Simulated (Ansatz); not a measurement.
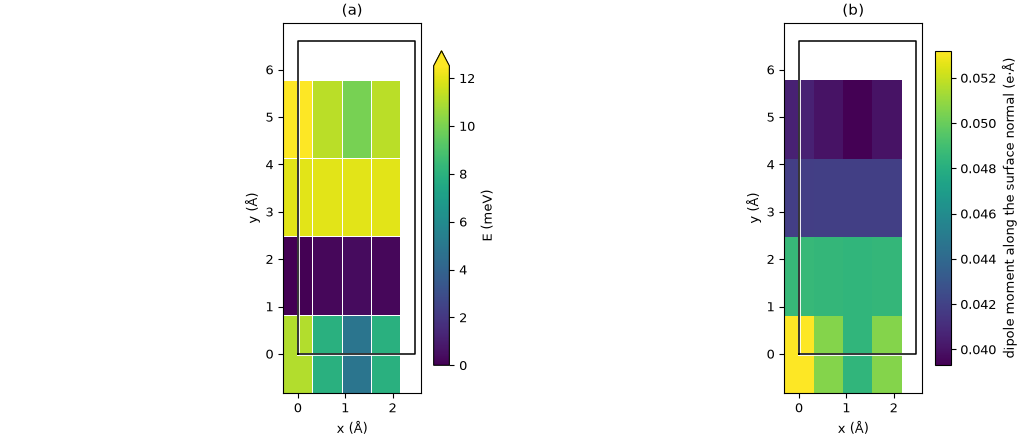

CO on a C(101) slab cut from the C2/m phase, its upper half relaxed before the scan (20 atoms of substrate and one adsorbate in a 2 × 1 cell). 
- CO (O end down) is moved over the surface cell at a fixed height above a rigid substrate; the origin of the map has the adsorbate above C19; the height is held at 3.20 Å.
- Places are given modulo a cell vector. The map is drawn in real space over the plane of the surface.
- The grid has 4 × 4 points; 12 points were computed and 4 follow by symmetry.
- Places are given in fractions of the 1 × 1 surface cell.
- All energies are given in meV relative to the lowest grid point.
- At a fixed height the lowest place need not be the adsorption site.
- All numbers below come from Ansatz 0.2.0, DFT PBE+D3(BJ), scalar-relativistic, plane waves, PAW. Settings: cutoff 420 eV, k-mesh 6×4×1, gaussian smearing 0.05 eV, no spin polarisation.

Panel (a) is the energy and panel (b) the computed dipole moment along the surface normal on the same grid.

In the figure: one coloured cell a grid point, the outline of one cell of the plane, one colour for all values above the top of the scale.

Q: How does the dipole moment along the surface normal vary over the map, and what is it at the lowest grid point?

A: It runs from 0.04 e·Å at (2/4, 3/4) of the cell vectors to 0.05 e·Å at the top site over a surface C atom, (0/4, 0/4) of the cell vectors. At the lowest grid point, (0/4, 1/4) of the cell vectors, it is 0.05 e·Å.

PAW datasets: the set soft_1.
